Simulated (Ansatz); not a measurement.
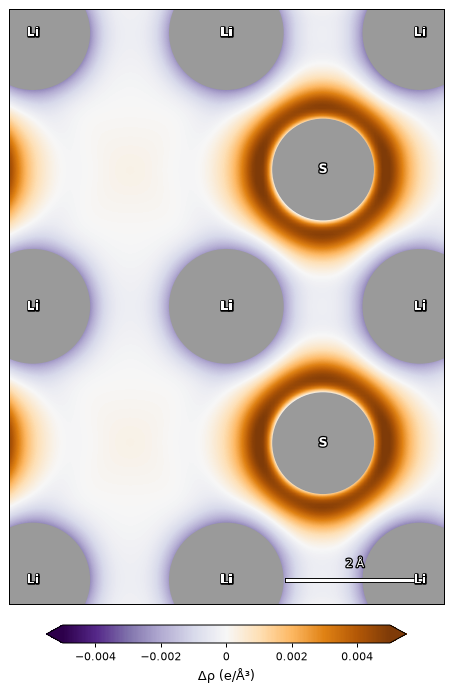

Li₂S: difference of two self-consistent densities at the same geometry, ρ(PBEsol) − ρ(LDA), on the (101) plane of the conventional cell. Grey discs cover the cores, where the PAW densities can't be compared. Cores are masked to 0.8 Å (Li) and 0.7 Å (S).

Space group Fm-3m.

Both runs: Ansatz, scalar-relativistic, plane waves and PAW, same cutoff, k-points and PAW files (made with PBE).

Question: How does the change of level move the electrons?

Answer: Against LDA, and outside the masked cores, the largest gain, 0.005 e/Å³, lies 0.9 Å from a sulfur nucleus, and the largest loss lies at the edge of the masked core of Li.
- Bader charges are Li +0.85 and S −1.70 e with LDA and Li +0.86 and S −1.72 e with PBEsol.
- At this volume the pressure is −3 GPa with LDA and −1 GPa with PBEsol.
- The gap on the mesh is 3.17 eV with LDA and 3.22 eV with PBEsol.
